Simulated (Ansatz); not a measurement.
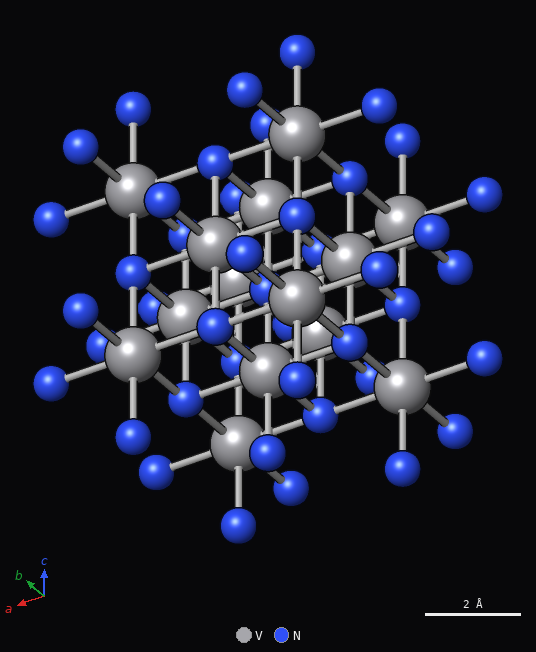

This is crystalline VN (set up in Fm-3m). The picture is a ball-and-stick view of the conventional cell (4 times the calculation's cell), seen from a free direction. Lengths and directions refer to the drawn axes.

Method: DFT PBE, scalar-relativistic, plane waves, PAW in Ansatz. Settings: plane-wave cutoff 420 eV; k-point mesh 18 × 18 × 18; occupations gaussian; smearing width 0.1 eV; no spin polarisation.

Change: All lengths are scaled by −2.0 % (volume −6.0 %), the atoms keeping their fractional coordinates. No relaxation follows.

### Predict the response.

Some distances before and after: N–V 2.058 → 2.016 Å. The space group stays Fm-3m (No. 225). The energy rises by 34.1 meV per atom. The pressure goes from 0.0 to 22.2 GPa. All forces vanish by symmetry.

The changed structure in the same view:

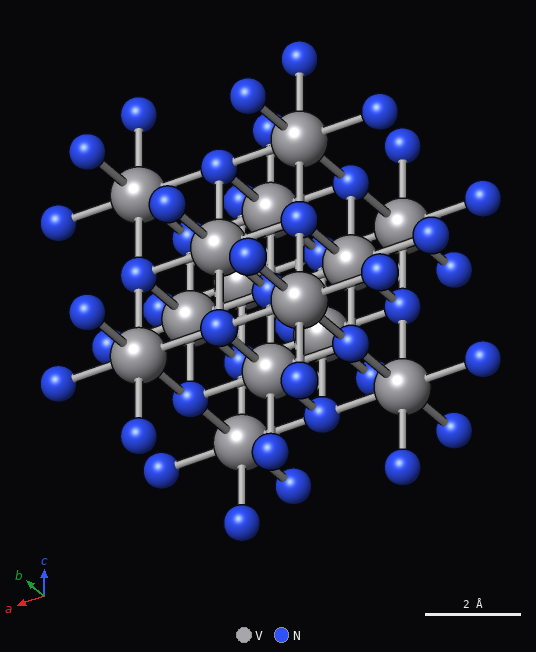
